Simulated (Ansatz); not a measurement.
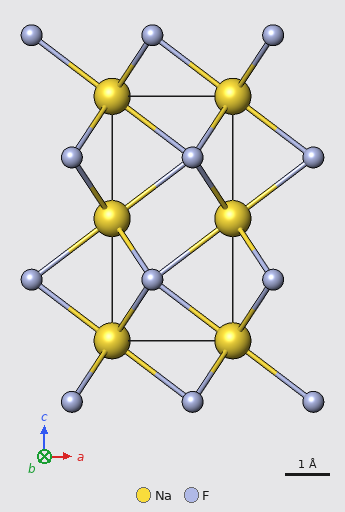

Solid NaF (built on the NiAs type), before the relaxation. The picture is a ball-and-stick view of the cell of the calculation, seen along the b axis.

Level of theory: DFT, r2SCAN+rVV10, plane waves, PAW in Ansatz 0.2.0.

The input:
```yaml
crystal:
  lattice:
    - [3.2016417252, 0.0, 0.0]
    - [-1.6008208626, 2.7727030678, 0.0]
    - [0.0, 0.0, 5.6125391666]
  atoms:
    - { symbol: Na, position: [0.0, 0.0, 0.0] }
    - { symbol: Na, position: [0.0, 0.0, 0.5] }
    - { symbol: F, position: [0.3333333333, 0.6666666667, 0.25] }
    - { symbol: F, position: [0.6666666667, 0.3333333333, 0.75] }
kpoints:
  mp_grid: { grid: [12, 12, 4] }
hamiltonian:
  xc: r2scan
  dispersion: rvv10
scf:
  occupations: { method: fermi_dirac, width: 0.03 }
relax:
  f_tol: 0.01
  cell: {}
  max_steps: 120
output:
  write_density: true
  write_potential: true
  elf: true
  volumetric_format: npy
```

Run as
```bash
ansatz run input.yaml --threads 2 --pin off --max-ram 2211MiB --backend cpu --events-out ev --progress --plain --runs-dir out
```

> Where does the relaxation end?

The atoms keep their places relative to the cell (all moves are under 0.005 Å). The volume changes by −3.8 %, with a = b 3.202 → 3.160 Å (−1.3 %), c 5.613 → 5.542 Å (−1.3 %). Among the contacts that change: Na1–Na1 3.202 → 3.160 Å, Na1–Na2 2.806 → 2.771 Å, Na1–F3 2.321 → 2.291 Å. The space group stays P6_3/mmc (No. 194). Over 3 accepted moves (4 points after the start) the energy falls by 3.0 meV per atom. All forces vanish by symmetry, so only the cell relaxes. Pressure: −1.97 GPa at the start and 0.01 GPa at the end. At 1 point the geometry stayed and the basis and grid were re-selected for the new cell (energy shift of 0.3 meV per atom at most each time).

The structure at the end:

```xyz
4
Lattice="3.1603 0.0000 0.0000 -1.5802 2.7369 0.0000 0.0000 0.0000 5.5420" Properties=species:S:1:pos:R:3 pbc="T T T"
Na    0.0000    0.0000    5.5420
Na    0.0000    0.0000    2.7710
F     0.0000    1.8246    1.3855
F     1.5802    0.9123    4.1565
```

The end point in the same view:

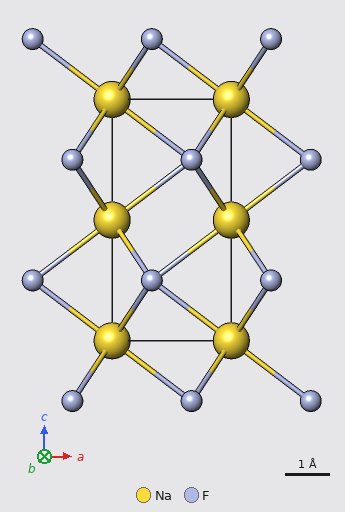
